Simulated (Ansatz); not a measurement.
## Run report: B48N48H, single-point calculation (part 2 of 2)

Continued. System: B48N48H (defect cell, 97 atoms in the cell). Method: DFT, HSE06, PAW, plane waves (Ansatz 0.2.0); cutoff 420 eV, 1×1×1 k-mesh, Fermi–Dirac smearing of 0.01 eV. 

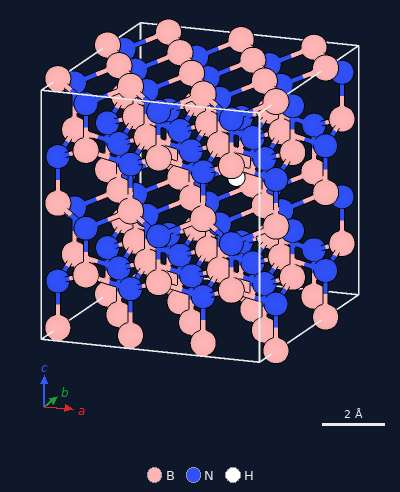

**Figure 1.** The structure (ball-and-stick view of the cell of the calculation, seen slightly off an axis).

The program's output, continued:
```
SCF iter   1: F=—  HF=-26046.779966 eV  |F-HF|=—  |Δ(HF+E_count)|=         —  Δρ=1.35e-5 (↑1.35e-5 ↓1.22e-5)  dr2=1.95e-6  dr2_m=1.90e-7  M=1.000 μB ∫|m|=1.093 μB  β_m=0.30  ethr=1.47e-7  ⟨swp⟩=7.0  Hψ=1467  notcnv=0
preconditioner: auto → none  [insulator: Δε(μ)=3.241 eV  Ē_g=20.082 eV  σ=0.010 eV  W_gap=1.00  n_scr=154 (ndim 8)  ℏωp=30.7 eV  f_vac=0.000  D(μ)=0.00/eV (n_scr^D=0)]
SCF iter   2: F=—  HF=-26046.779968 eV  |F-HF|=—  |Δ(HF+E_count)|=   2.42e-6  Δρ=9.56e-6 (↑9.18e-6 ↓9.56e-6)  dr2=5.85e-7  dr2_m=1.19e-7  M=1.000 μB ∫|m|=1.093 μB  β_m=0.33  ethr=4.65e-10  ⟨swp⟩=5.0  Hψ=1443  notcnv=0
SCF iter   3: F=—  HF=-26046.779968 eV  |F-HF|=—  |Δ(HF+E_count)|=   2.31e-7  Δρ=6.86e-6 (↑6.44e-6 ↓6.86e-6)  dr2=2.42e-7  dr2_m=6.80e-8  M=1.000 μB ∫|m|=1.093 μB  β_m=0.57  ethr=1.45e-10  ⟨swp⟩=5.0  Hψ=1084  notcnv=0  defer=14
SCF iter   4: F=—  HF=-26046.779968 eV  |F-HF|=—  |Δ(HF+E_count)|=   1.23e-7  Δρ=2.58e-6 (↑2.58e-6 ↓2.22e-6)  dr2=5.99e-8  dr2_m=9.72e-9  M=1.000 μB ∫|m|=1.093 μB  β_m=0.55  ethr=6.27e-11  ⟨swp⟩=6.5  Hψ=1503  notcnv=0  defer=4
SCF iter   5: F=—  HF=-26046.779968 eV  |F-HF|=—  |Δ(HF+E_count)|=   2.59e-9  Δρ=1.29e-6 (↑1.29e-6 ↓9.91e-7)  dr2=2.32e-8  dr2_m=1.97e-9  M=1.000 μB ∫|m|=1.093 μB  β_m=0.66  ethr=1.51e-11  ⟨swp⟩=6.0  Hψ=1143  notcnv=0  defer=4
SCF iter   6: F=—  HF=-26046.779968 eV  |F-HF|=—  |Δ(HF+E_count)|=   5.46e-9  Δρ=3.28e-7 (↑2.86e-7 ↓3.28e-7)  dr2=1.73e-9  dr2_m=1.52e-10  M=1.000 μB ∫|m|=1.094 μB  β_m=0.59  ethr=5.91e-12  ⟨swp⟩=5.5  Hψ=1255  notcnv=0  defer=2
SCF iter   7: F=-26046.779968 eV  HF=-26046.779968 eV  |F-HF|=1.60e-10  |Δ(HF+E_count)|=  4.22e-10  Δρ=2.01e-7 (↑1.53e-7 ↓2.01e-7)  dr2=2.80e-10  dr2_m=6.33e-11  M=1.000 μB ∫|m|=1.094 μB  ethr=2.65e-12 (applied; sched 1.00e-12)  ⟨swp⟩=2.0  Hψ=965  notcnv=0
SCF 3 converged in 7 iterations: F = -26046.779968 eV  dr2 = 2.80e-10
  Residual-converged pass: ⟨swp⟩=3.0  Hψ=1040  notcnv=0  max |occ|·‖R‖ = 2.4e-7 eV (tolerance 2.7e-7 eV)  dr2=2.97e-10  dr2_m=6.50e-11  dr2_onsite=1.98e-11  max |Δocc| = 0.0e0
hybrid outer 2: dexx = +2.470e-6 eV, tail = 7.82e-9 eV, Δε = 1.33e-3 eV (about 1.26e-5 eV left of the loop's levels), ΔF = 1.14e-3 eV/Å (tail 7.03e-5)
NSCF: frozen V_eff on 1 k-points
this state was not tested for a lower state beside it, because the functional holds exact exchange (a hybrid, or Hartree-Fock), whose exchange loop this test does not read (fock_operator); the stability check (scf.self_checks: high) cannot read this state: a pseudopotential is PAW: the check reads norm-conserving sets alone
hybrid SCF converged: 2 outer / 13 inner (+9 warm-up), last move |dexx| = 2.47e-6 eV, tail = 7.82e-9 eV
Magnetization: 1.0000 μB (193.0000 up, 192.0000 down)
Absolute magnetization: 1.0957 μB (∫|ρ↑−ρ↓|, with the PAW one-centre terms)
Spin contamination: 0.0025 ħ² per cell (⟨S²⟩ above its minimum at these occupations)
Per-site moments (μB) at R_I (Å): [(0.00019446782512408606, 0.6424634401314779), (-6.176005447605848e-5, 0.6422389754646409), (0.000223058697779712, 0.6424383145152001), (9.67005880937969e-6, 0.6420458993655604), (0.00040532850603300174, 0.64214413846493), (-0.00031388786366839505, 0.6420244488791794), (0.0003504463793774373, 0.6425759111324928), (0.000760716967332225, 0.638704385416218), (0.00037
Free energy (F): -26046.779969 eV
Harris-Foulkes:  -26046.779969 eV  (|F-HF|=1.60e-10)
Internal energy: -26046.779969 eV  (E = F + TS)
E sigma→0 (E₀):  -26046.779969 eV
Fermi energy:    13.978177 eV
--- Per-component energies (eV) ---
  E_band       = 698.947092
  E_kinetic    = 8950.138903
  E_local      = -8360.202947  (includes V_loc(G=0)·N_el)
  E_nonlocal   = 2670.281979
  E_hartree    = 2363.353364
  E_xc         = -3646.053898
  E_vxc        = -4490.687608  (∫ρ·V_xc dr)
  E_exx        = -942.357269  (= α·E_x^exact, valence–valence)
  E_paw        = -9830.692680  (= ΣΔE_a)
  E_vpaw       = -912.579600  (= ΣTr[D̂ρ^β])
  E_aug_tail   = 0.003638  (compensation charges beyond the density's cutoff)
  E_ewald      = -17249.585304
  E_core_change = -1.665752  (= ΣΔE_core)
  E_smearing   = -0.000000  (= −TS)
  E_closure    = -0.000003  (closes the sum)
  Σ components = -26046.779969   (vs F -26046.779969, Δ=3.64e-12)
--- Forces (eV/Å), atoms counted from 1 ---
  atom   1  B     -0.00261362     0.00719175    -0.02389838
  atom   2  B      0.00012279     0.00501029    -0.01823021
  atom   3  B     -0.00203992     0.00755039    -0.02569653
  atom   4  B     -0.00113196     0.00363008    -0.01672328
  atom   5  B     -0.00054835    -0.00191661    -0.02321699
  atom   6  B     -0.00251981     0.00212195    -0.01719218
  atom   7  B     -0.00437491    -0.00308091    -0.02000930
  atom   8  B      0.00221928     0.00138713    -0.03206871
  atom   9  B      0.00151304     0.00608783    -0.02055376
  atom  10  B     -0.00171157     0.00339863    -0.02889598
  atom  11  B     -0.00567146    -0.00111978    -0.02131546
  atom  12  B     -0.10992328    -0.06423790    -0.06216171
  atom  13  B      0.00377369    -0.00291550    -0.01893851
  atom  14  B     -0.00409008     0.00208549    -0.03173215
  atom  15  B     -0.00164790     0.00176957    -0.02434137
  atom  16  B     -0.00074639    -0.00003086    -0.02409100
  atom  17  B      0.00265252    -0.00116851    -0.01930468
  atom  18  B      0.12242502    -0.07164890    -0.06713822
  atom  19  B     -0.00166874     0.00298230    -0.02306506
  atom  20  B      0.00087081     0.12798762    -0.06548944
  atom  21  B      0.00455746    -0.00183666    -0.02144825
  atom  22  B     -0.00054663     0.00178156    -0.02326249
  atom  23  B     -0.00616825     0.00073381    -0.02213859
  atom  24  B     -0.00057831     0.00236672    -0.02162559
  atom  25  B      0.00225849    -0.00427844    -0.02402363
  atom  26  B      0.00156605    -0.00452278    -0.02617544
  atom  27  B     -0.00022303     0.00074970    -0.02783141
  atom  28  B     -0.03133042     0.02001647    -0.03752495
  atom  29  B     -0.00197955    -0.00473852    -0.02252436
  atom  30  B     -0.00039448    -0.00293819    -0.02636676
  atom  31  B      0.00158407    -0.00057667    -0.02848955
  atom  32  B      0.03520873     0.02070276    -0.03795068
  atom  33  B      0.00119056    -0.00263644    -0.02235912
  atom  34  B      0.00035903    -0.00020060    -0.02311087
  atom  35  B     -0.00031249    -0.00171400    -0.02217765
  atom  36  B     -0.00006072    -0.00508547    -0.02321756
  atom  37  B      0.00301316    -0.00496601    -0.02333829
  atom  38  B      0.00046683    -0.00353205    -0.02560955
  atom  39  B      0.00053712    -0.00659369    -0.02021924
  atom  40  B      0.00042441     0.00367185    -0.03192009
  atom  41  B     -0.00681257     0.00359231    -0.01744426
  atom  42  B      0.00595749    -0.00212543    -0.02629011
  atom  43  B     -0.00033974    -0.00071000    -0.02262011
  atom  44  B     -0.00059515    -0.00478234    -0.02353818
  atom  45  B      0.00902742     0.00460356    -0.01909808
  atom  46  B     -0.00374432    -0.00204977    -0.02842940
  atom  47  B      0.00201386    -0.00255573    -0.02692845
  atom  48  B      0.00103868    -0.04364152    -0.03447801
  atom  49  N      0.00000842    -0.00049107     0.02280593
  atom  50  N      0.00598785    -0.00483807     0.02667332
  atom  51  N     -0.00289960    -0.00041732     0.02240559
  atom  52  N     -0.00987673    -0.00608797     0.02521343
  atom  53  N     -0.00137398    -0.00151328     0.02234859
  atom  54  N      0.00019184    -0.00882563     0.03006758
  atom  55  N     -0.00798932    -0.00138535     0.02311238
  atom  56  N     -0.00553810     0.00152578     0.02153967
  atom  57  N     -0.00156418     0.00752409     0.02186470
  atom  58  N     -0.00196560     0.00290630     0.01945158
  atom  59  N      0.00123394     0.00168671     0.02758197
  atom  60  N     -0.02958670    -0.01891724     0.01328840
  atom  61  N      0.00386677    -0.00122346     0.02121156
  atom  62  N      0.00198841     0.00137062     0.02038822
  atom  63  N     -0.00108550     0.00190133     0.02224317
  atom  64  N     -0.00063469     0.00418556     0.02360295
  atom  65  N     -0.00262761     0.00188322     0.02703492
  atom  66  N      0.02241482    -0.01406798     0.01116115
  atom  67  N     -0.00104069     0.00053488     0.02821959
  atom  68  N     -0.00201386     0.03537534     0.00933264
  atom  69  N     -0.00201237     0.00326605     0.02117067
  atom  70  N     -0.00205226     0.01088805     0.02689454
  atom  71  N     -0.00010242     0.00326297     0.02225743
  atom  72  N     -0.00063322     0.01028946     0.02624346
  atom  73  N      0.00195419    -0.00216968     0.02085756
  atom  74  N      0.00218338    -0.00360903     0.02588736
  atom  75  N     -0.03558777     0.01811184     0.03192125
  atom  76  N      0.00284784    -0.00292751     0.01982635
  atom  77  N      0.00331879    -0.00285418     0.02099413
  atom  78  N      0.00102071    -0.00132951     0.02427851
  atom  79  N      0.03330783     0.01734014     0.02649016
  atom  80  N      0.00203306    -0.00268779     0.02018383
  atom  81  N      0.00091296     0.00415835     0.02237708
  atom  82  N      0.00243081     0.00234661     0.02455189
  atom  83  N      0.00415636     0.00192695     0.02229304
  atom  84  N      0.00349260     0.00005454     0.02382137
  atom  85  N     -0.00056754    -0.00342951     0.02126506
  atom  86  N      0.00270732    -0.00143164     0.02365747
  atom  87  N      0.00172509     0.06645250     0.07878760
  atom  88  N      0.00069306    -0.00467870     0.02078029
  atom  89  N      0.05952773    -0.03170684     0.07320992
  atom  90  N     -0.00026972     0.00098240     0.02140476
  atom  91  N     -0.00020519    -0.00007323     0.02390824
  atom  92  N     -0.00015167     0.00094739     0.02201615
  atom  93  N     -0.05973872    -0.03042326     0.07805686
  atom  94  N      0.00178408     0.00044664     0.02012299
  atom  95  N     -0.00010840    -0.03773041     0.03172650
  atom  96  N      0.00201819     0.00168687     0.01767240
  atom  97  H     -0.00316708    -0.00209567     0.04205444
  max |Σ_I F_I| component: 5.51e-5 eV/Å
--- Band table (eV) ---
  k-point 0 ↑: bands = ["-11.4864", "-10.7725", "-10.6821", "-10.5218", "-9.9875", "-9.8326", "-9.7522", "-9.3821", "-9.1935", "-9.0885", ... 80 levels left out ..., "3.0026", "3.0257", "3.0508", "3.0698", "3.1119", "3.2541", "3.4207", "3.4741", "3.7770", "3.8554", "3.9942", "4.0835", "4.3138", "4.3588", "4.4394", "4.4720", "4.5676", "4.6995", "4.7706", "4.7796", "4.8096", "4.8278", "4.8611", "4.9521", "5.0693", "5.0919", "5.1225", "5.1619", "5.2113",
      "5.2811", "5.3216", "5.3437", "5.3650", "5.3999", "5.5583", "5.6173", "5.6763", "5.9174", "5.9682", "5.9956", "6.0101", "6.0816", "6.0934", "6.1262", "6.1480", "6.1843", "6.2030", "6.2201", "6.2559", "6.2885", "6.3471", "6.4198", "6.4268", "6.4726", "6.4961", "6.5151", "6.5868", "6.7955", "6.8954", "7.0819", "7.1117", "7.1381", "7.1669", "7.1788", "7.2645", "7.2724", "7.2972", "7.3232", "7.3343",
      "7.3474", "7.3769", "7.3960", "7.4255", "7.4926", "7.5588", "7.5751", "7.5982", "7.6196", "7.6613", "7.7050", "7.7388", "7.8142", "7.8447", "7.9333", "7.9835", "8.0276", "8.2551", "8.3020", "8.3270", "8.4073", "8.4160", "8.5082", "8.7387", "8.9770", "8.9928", "9.2008", "9.2232", "9.3180", "9.3718", "9.4463", "9.8678", "10.2254", "12.3572", "18.0651", "18.2193", "18.6310", "18.9266", "19.0169", "19.1442",
      "19.2992", "19.3700", "19.4050", "19.5137", "19.5468", "19.5639", "19.5946", "19.6831", "19.7326", "19.7897", "19.8590", "19.9275", "19.9721", "20.0513", "20.0665", "20.0932", "20.1481", "20.1947", "20.3207", "20.3906", "20.4414", "20.5387", "20.5700", "20.6577", "20.9691", "21.0309", "21.0810", "21.1327", "21.1969", "21.2544", "21.3107", "21.3511", "21.4668", "21.5274", "21.5452", "21.6595", "21.7057", "21.7672", "21.8839", "22.0264",
      "22.0938", "22.1506", "22.2537", "22.3965", "22.5104", "22.5402", "22.5667", "22.6005", "22.6151", "22.6457", "22.7179", "22.7694", "22.8327", "22.8783", "22.9131", "22.9463", "22.9856", "23.0016", "23.0108", "23.0449", "23.0569", "23.0895", "23.1949", "23.2243", "23.2812", "23.3208", "23.3678", "23.4330", "23.4698", "23.5069", "23.5567", "23.6136", "23.6697", "23.6910", "23.7172", "23.8527", "23.9202", "23.9762", "24.0231", "24.0635",
      "24.1068", "24.1262", "24.1800", "24.2496", "24.3139", "24.3704", "24.4237", "24.5259", "24.6202", "24.6693", "24.7143"]
  k-point 0 ↓: bands = ["-11.4561", "-10.7336", "-10.6605", "-10.5007", "-9.9579", "-9.8090", "-9.7335", "-9.3581", "-9.1699", "-9.0689", ... 80 levels left out ..., "3.0174", "3.0433", "3.0669", "3.0887", "3.1282", "3.2753", "3.4391", "3.4941", "3.8129", "3.8744", "4.0130", "4.1010", "4.3320", "4.3815", "4.4569", "4.4880", "4.5834", "4.7246", "4.7946", "4.8065", "4.8269", "4.8443", "4.8710", "4.9667", "5.0892", "5.1067", "5.1420", "5.1770", "5.2262",
      "5.3160", "5.3347", "5.3613", "5.3762", "5.4138", "5.5770", "5.6406", "5.6926", "5.9430", "6.0017", "6.0153", "6.0255", "6.1029", "6.1082", "6.1391", "6.1792", "6.2098", "6.2186", "6.2368", "6.2772", "6.3018", "6.3703", "6.4395", "6.4432", "6.4875", "6.5159", "6.5322", "6.6009", "6.8120", "6.9224", "7.1001", "7.1318", "7.1548", "7.1818", "7.1961", "7.2817", "7.2910", "7.3220", "7.3368", "7.3511",
      "7.3664", "7.3901", "7.4067", "7.4415", "7.5104", "7.5805", "7.5952", "7.6192", "7.6349", "7.6795", "7.7187", "7.7534", "7.8308", "7.8629", "7.9468", "7.9975", "8.0448", "8.2695", "8.3175", "8.3437", "8.4220", "8.4346", "8.5229", "8.7542", "8.9928", "9.0116", "9.2222", "9.2384", "9.3343", "9.3920", "9.4618", "9.8853", "10.2409", "15.5991", "18.0727", "18.2719", "18.6439", "18.9366", "19.0295", "19.1604",
      "19.3112", "19.3801", "19.4225", "19.5286", "19.5586", "19.5735", "19.6085", "19.6995", "19.7461", "19.8033", "19.8699", "19.9385", "19.9846", "20.0602", "20.0751", "20.1058", "20.1602", "20.2059", "20.3368", "20.4024", "20.4562", "20.5501", "20.5845", "20.6697", "20.9815", "21.0582", "21.0921", "21.1435", "21.2166", "21.2737", "21.3216", "21.3627", "21.4904", "21.5400", "21.5552", "21.6828", "21.7194", "21.7822", "21.9057", "22.0382",
      "22.1144", "22.1618", "22.2781", "22.4520", "22.5463", "22.5671", "22.5783", "22.6222", "22.6335", "22.6597", "22.7354", "22.7955", "22.8669", "22.8923", "22.9294", "22.9621", "22.9986", "23.0152", "23.0257", "23.0583", "23.0676", "23.1001", "23.2221", "23.2465", "23.2917", "23.3381", "23.3897", "23.4467", "23.4803", "23.5198", "23.5678", "23.6306", "23.6868", "23.7049", "23.7271", "23.8784", "23.9388", "23.9921", "24.0391", "24.0748",
      "24.1202", "24.1433", "24.1934", "24.2642", "24.3297", "24.3847", "24.4375", "24.5448", "24.6339", "24.6918", "24.7330"]
--- Löwdin populations: 97 sites ---
  site symbol       q [e]    m [muB]
     0      B      2.6541     0.0005
     1      B      2.6537    -0.0003
     2      B      2.6541     0.0006
     3      B      2.6537    -0.0002
     4      B      2.6542     0.0010
     5      B      2.6534    -0.0009
     6      B      2.6543     0.0006
     7      B      2.6550     0.0001
     8      B      2.6543     0.0006
     9      B      2.6544    -0.0002
    10      B      2.6531     0.0003
    11      B      2.6845     0.0026
    12      B      2.6544     0.0008
    13      B      2.6549    -0.0004
    14      B      2.6538    -0.0000
    15      B      2.6548     0.0007
    16      B      2.6530     0.0002
    17      B      2.6844     0.0015
    18      B      2.6530     0.0002
    19      B      2.6846     0.0021
    20      B      2.6539     0.0004
    21      B      2.6542    -0.0002
    22      B      2.6539     0.0004
    23      B      2.6542    -0.0001
    24      B      2.6537     0.0000
    25      B      2.6544     0.0005
    26      B      2.6534    -0.0005
    27      B      2.6584     0.0172
    28      B      2.6533     0.0001
    29      B      2.6544     0.0006
    30      B      2.6534    -0.0003
    31      B      2.6585     0.0176
    32      B      2.6530     0.0001
    33      B      2.6542     0.0006
    34      B      2.6534     0.0001
    35      B      2.6541     0.0004
    36      B      2.6533     0.0001
    37      B      2.6544     0.0005
    38      B      2.6542     0.0009
    39      B      2.6610     0.0051
    40      B      2.6542     0.0010
    41      B      2.6608     0.0049
    42      B      2.6534     0.0000
    43      B      2.6540     0.0003
    44      B      2.6542     0.0010
    45      B      2.6608     0.0050
    46      B      2.6534    -0.0004
    47      B      2.6580     0.0171
    48      N      5.3151     0.0004
    49      N      5.3150    -0.0001
    50      N      5.3151     0.0002
    51      N      5.3149    -0.0003
    52      N      5.3150     0.0006
    53      N      5.3147    -0.0003
    54      N      5.3148     0.0033
    55      N      5.3152     0.0024
    56      N      5.3150     0.0034
    57      N      5.3153     0.0024
    58      N      5.3162     0.0007
    59      N      5.3144     0.0283
    60      N      5.3147     0.0031
    61      N      5.3150     0.0024
    62      N      5.3149    -0.0001
    63      N      5.3151     0.0002
    64      N      5.3162     0.0008
    65      N      5.3142     0.0287
    66      N      5.3161     0.0008
    67      N      5.3144     0.0283
    68      N      5.3150     0.0003
    69      N      5.3150    -0.0001
    70      N      5.3150     0.0003
    71      N      5.3149    -0.0002
    72      N      5.3147     0.0002
    73      N      5.3153    -0.0000
    74      N      5.3164     0.0197
    75      N      5.3146     0.0020
    76      N      5.3147     0.0010
    77      N      5.3155    -0.0000
    78      N      5.3164     0.0186
    79      N      5.3145     0.0020
    80      N      5.3146     0.0020
    81      N      5.3156     0.0002
    82      N      5.3149     0.0006
    83      N      5.3155     0.0001
    84      N      5.3147     0.0009
    85      N      5.3155    -0.0000
    86      N      5.3153     0.0543
    87      N      5.3147    -0.0004
    88      N      5.3152     0.0541
    89      N      5.3148    -0.0004
    90      N      5.3150     0.0012
    91      N      5.3155     0.0001
    92      N      5.3152     0.0540
    93      N      5.3148    -0.0003
    94      N      5.3168     0.0188
    95      N      5.3147     0.0022
    96      H      0.8641     0.5591
  spilling = 0.003885 (of n_electrons = 385.000000)
```

Results in brief:

```tsv
quantity	value
outcome	converged
electrons treated	385
free energy	−26046.7800 eV
Fermi energy	13.978 eV
net moment of the cell	1.00 μB
largest force (length of the vector)	0.157 eV/Å
hardware	8 threads of Intel Xeon, 18 GiB of memory available, shared host
wall time	2.4 min (CPU time 17 min)
peak memory	3.5 GiB
```

The program warns: the state was not tested for a lower one. The k-point mesh is coarse for a cell of this size, so the results may not be converged.
